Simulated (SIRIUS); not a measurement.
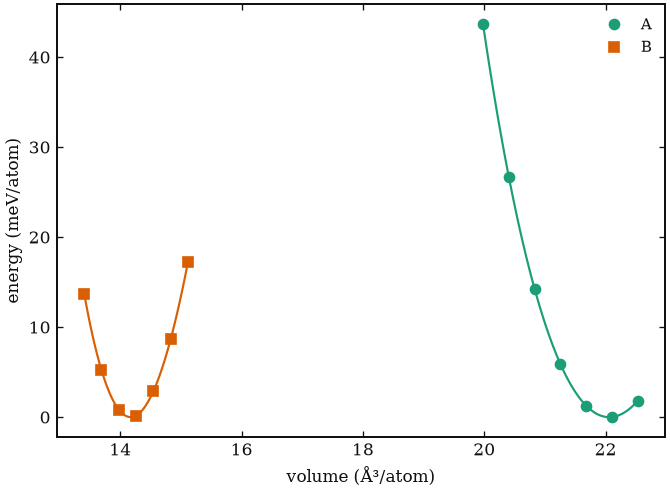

The figure compares two calculations of the energy against volume, each curve from its own zero. The first is for BeS, space group F-43m (No. 216).

The cell holds 2 atoms.

How it was computed, with SIRIUS 7.12.0: plane-wave DFT, no spin polarisation; energies at scaled volumes of the given cell, shape and fractions fixed, counted from the fit's minimum, third-order Birch-Murnaghan fit. Level: PBEsol.

```
       setting                          value
        k mesh                          9×9×9
   occupations                    Fermi–Dirac
smearing width                        0.05 eV
    potentials  dojo sr pbesol 0.4.1 standard
   wave cutoff                        1202 eV
density cutoff                        4809 eV
```

In the second, S is replaced by Te on all its sites, which gives BeTe in the same structure. The second calculation uses k mesh 8×8×8.

Question: Which of A and B is the second calculation, and what did the change do?

Answer: A. The equilibrium volume rises from 14.17 to 22.06 Å³/atom (+56 %) and the bulk modulus falls from 97.2 to 60.5 GPa (−38 %).

V0 and the bulk modulus come from third-order Birch–Murnaghan fits.
